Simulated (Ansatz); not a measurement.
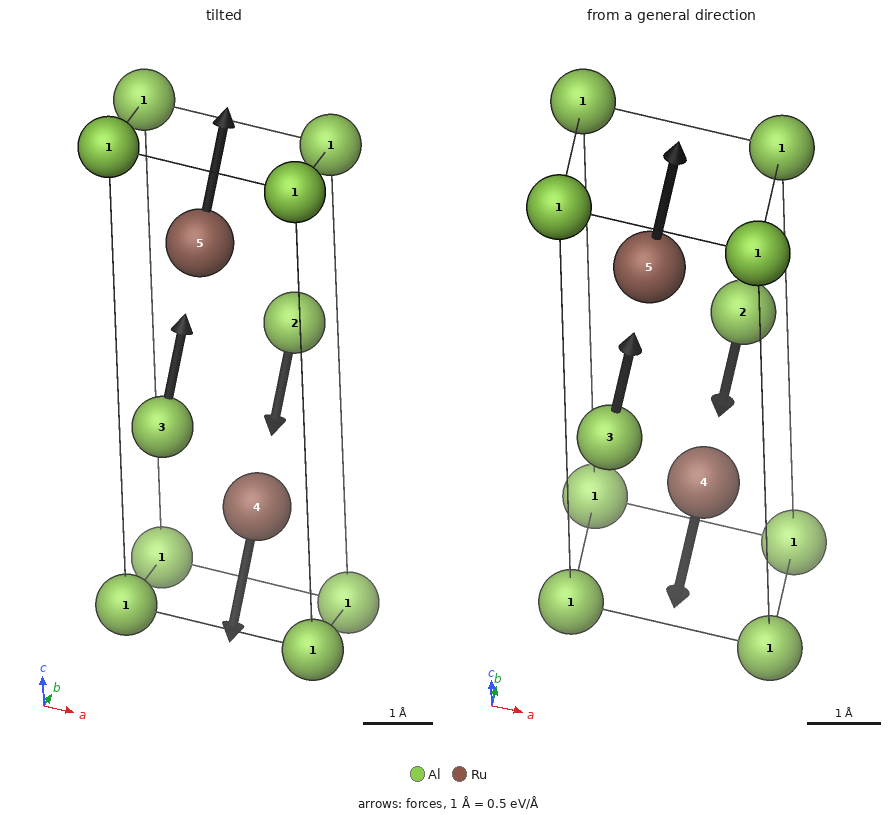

View slightly off an axis and from a general direction, drawn as a spheres-only model. One cell (the run's own, in a reduced setting) is framed, with atoms on its boundary repeated. The arrows are the computed forces on the atoms.

System: Al3Ru2. Method used: DFT PBEsol, scalar-relativistic, plane waves, PAW (Ansatz). It ran with a basis cut at 420 eV, k-points about 0.14 Å⁻¹ apart, Gaussian smearing of 0.15 eV, no spin polarisation.

> Are the forces small enough to call this converged?

No. The atoms still feel forces of up to about 0.82 eV/Å, far above a usual threshold of 0.01 to 0.03 eV/Å.

> Where is the maximum force, and how large is it?

Ru4 and Ru5, about 0.82 eV/Å.

It goes back to a structure listed in the Materials Project. The cell was then strained or its atoms displaced on purpose. It was the input of a calculation with Ansatz.
